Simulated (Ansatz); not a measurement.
```
Ti B
1.0
     3.02920    0.00000    0.00000
    -1.51460    2.62336    0.00000
     0.00000    0.00000    3.22840
Ti B
1 2
Direct
  0.00000 0.00000 0.00000
  0.66667 0.33333 0.50000
  0.33333 0.66667 0.50000
```

Space group P6/mmm; computed pressure about −11 GPa in this cell.

All numbers below come from Ansatz, Kohn-Sham DFT of a periodic cell, LDA, Ansatz PAW.

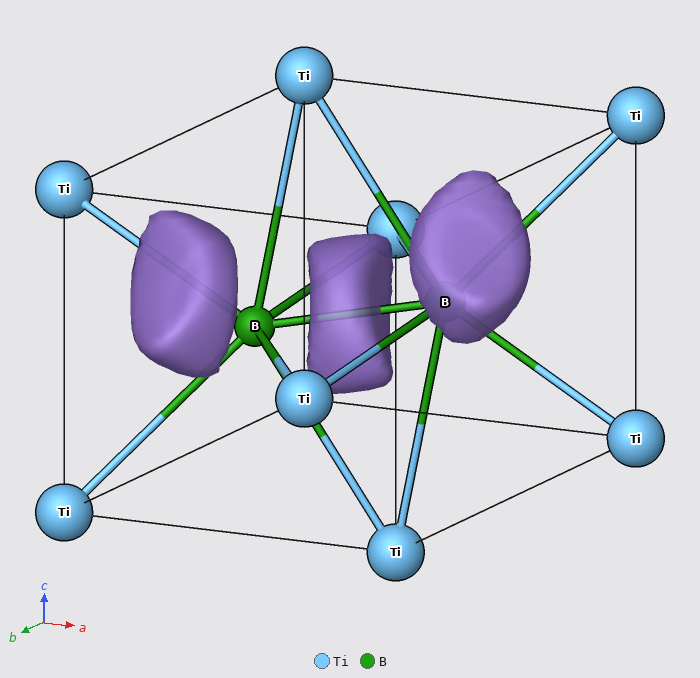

TiB2. Isosurface of the ELF at 0.7 (purple), seen at an oblique angle. Core shells and regions of very low density are left out. Sticks mark near contacts.

In a PAW calculation such maps are meaningful between the atoms, not at the nuclei.

> Describe the localisation domains.

At this value the surface marks out three regions between bonded B–B atoms, counted in one cell of 3 atoms. Regions shared between cells count once. Profiles from the grid: B–B (1.75 Å): the ELF peaks at about 0.85 between the atoms. Ti–B (2.38 Å): the ELF peaks at about 0.60 in the valence shell of B, 0.8 Å from its nucleus, and is about 0.20 at the midpoint.

> Does the calculation give a band gap?

It is gapless in this calculation (a metal or semimetal).
